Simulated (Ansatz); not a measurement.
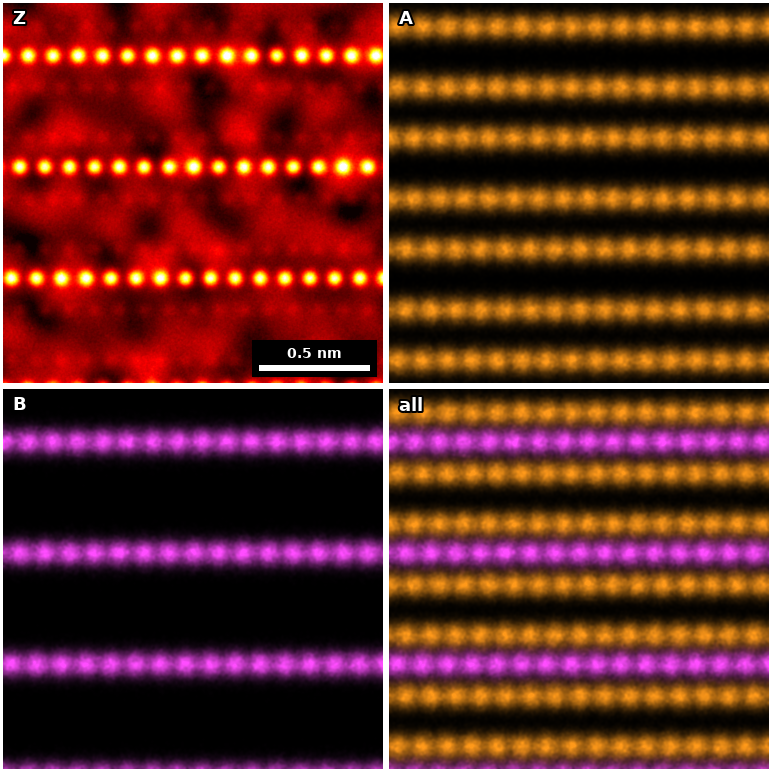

PtS₂ (R3m, No. 160) along [310]. Panel Z: Simulation: incoherent imaging, intensity Z^1.7 per atom, probe width 0.52 Å, thin sample. The probe carries 25 % of its weight in a tail 2.5 times as wide. The display is stretched by a gamma of 0.8; percentages refer to the linear signal. Shot noise and the speckle of an amorphous layer were added. The other panels are simulated element maps (the number of atoms of one element along the beam, blurred by 0.9 Å, with counting noise; each on its own scale, no channelling); the last overlays them. Atomic positions: the input geometry of a calculation; the starting structure was generated, so it need not be a known form of this composition.

```cif
data_structure
_symmetry_space_group_name_H-M 'P 1'
_symmetry_Int_Tables_number 1
_cell_length_a 3.4783
_cell_length_b 3.4783
_cell_length_c 15.2876
_cell_angle_alpha 90.000
_cell_angle_beta 90.000
_cell_angle_gamma 120.000
_cell_volume 160.18
loop_
_atom_site_label
_atom_site_type_symbol
_atom_site_fract_x
_atom_site_fract_y
_atom_site_fract_z
_atom_site_occupancy
Pt1 Pt 0.00000 0.00000 0.00263 1
S1 S 0.33333 0.66667 0.24107 1
S2 S 0.66667 0.33333 0.08964 1
Pt2 Pt 0.66667 0.33333 0.33596 1
S3 S 0.00000 0.00000 0.57440 1
S4 S 0.33333 0.66667 0.42297 1
Pt3 Pt 0.33333 0.66667 0.66929 1
S5 S 0.66667 0.33333 0.90773 1
S6 S 0.00000 0.00000 0.75631 1
```

Question: Which element does each lettered map show?

Answer: A: S, B: Pt. The projected cell (1.14 × 5.11 Å, 94°) holds 3 columns: 2 of S and 1 of Pt. No column is shared by two of the mapped elements.
